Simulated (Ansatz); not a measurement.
System: WS$_{2}$.

The calculation's input:

```
crystal:
  lattice:
    - [3.1829541699, 0.0, 0.0]
    - [-1.591477085, 2.7565191702, 0.0]
    - [0.0, 0.0, 28.53221786]
  atoms:
    - { symbol: W, position: [0.66666667, 0.33333333, 0.65928643] }
    - { symbol: W, position: [0.33333333, 0.66666667, 0.88553378] }
    - { symbol: W, position: [0.33333333, 0.66666667, 0.43436168] }
    - { symbol: S, position: [0.66666667, 0.33333333, 0.94018573] }
    - { symbol: S, position: [0.66666667, 0.33333333, 0.48903042] }
    - { symbol: S, position: [0.33333333, 0.66666667, 0.71395221] }
    - { symbol: S, position: [0.66666667, 0.33333333, 0.83084828] }
    - { symbol: S, position: [0.66666667, 0.33333333, 0.37971025] }
    - { symbol: S, position: [0.33333333, 0.66666667, 0.60462521] }
basis:
  ecutwfc: 420
kpoints:
  mp_grid: { grid: [12, 12, 1] }
hamiltonian:
  xc: pbe
  dispersion: d3bj
scf:
  occupations: { method: gaussian, width: 0.02 }
output:
  forces: true
  stress: true
  eigenvalues: true
  write_density: true
  write_potential: true
  elf: true
  volumetric_format: npy
relax:
  adjacent_minimum: "off"
  f_tol: 0.005
  max_steps: 80
  cell: { stress_tol: 0.05 }
```

Run with:

```sh
ansatz run input.yaml --threads 1 --pin off --max-ram 3072MiB --backend cpu --events-out ev --progress --plain --runs-dir out
```

Below, planes, directions and counts refer to the conventional cell (a = 3.15 Å, b = 3.15 Å, c = 18.81 Å, α = 90.00°, β = 90.00°, γ = 120.00°).

The fields are those of the run's last geometry, not of the input's.

Space group P-6m2; a structure from a database of computed crystals, not necessarily the ambient phase.

Level of theory: DFT PBE+D3(BJ), scalar-relativistic, plane waves, PAW in Ansatz 0.2.0.

> What will maps of the valence pseudo-density and electron localisation function show?

W–S (2.41 Å): ρ at the midpoint is about 0.63 e/Å³; the ELF peaks at about 0.85 in the valence shell of S, 0.8 Å from its nucleus, and is about 0.50 at the midpoint.

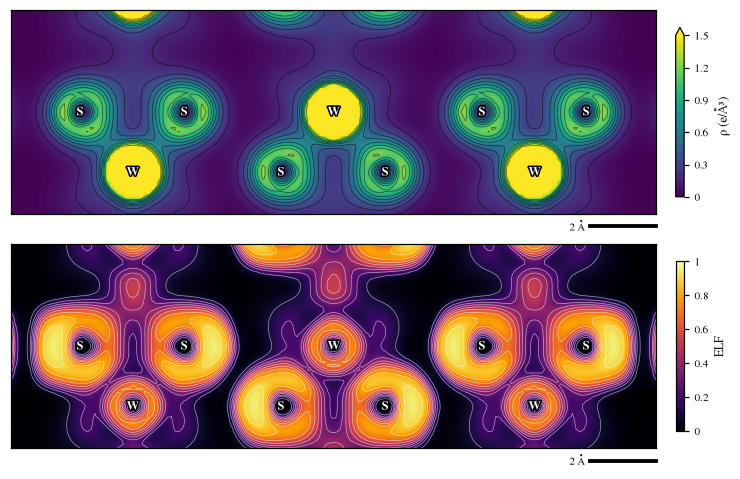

Computed valence pseudo-density and electron localisation function on the (110) plane of the conventional cell, in this order. 

The density is the valence pseudo-density of a PAW calculation; it isn't the true density close to the nuclei.
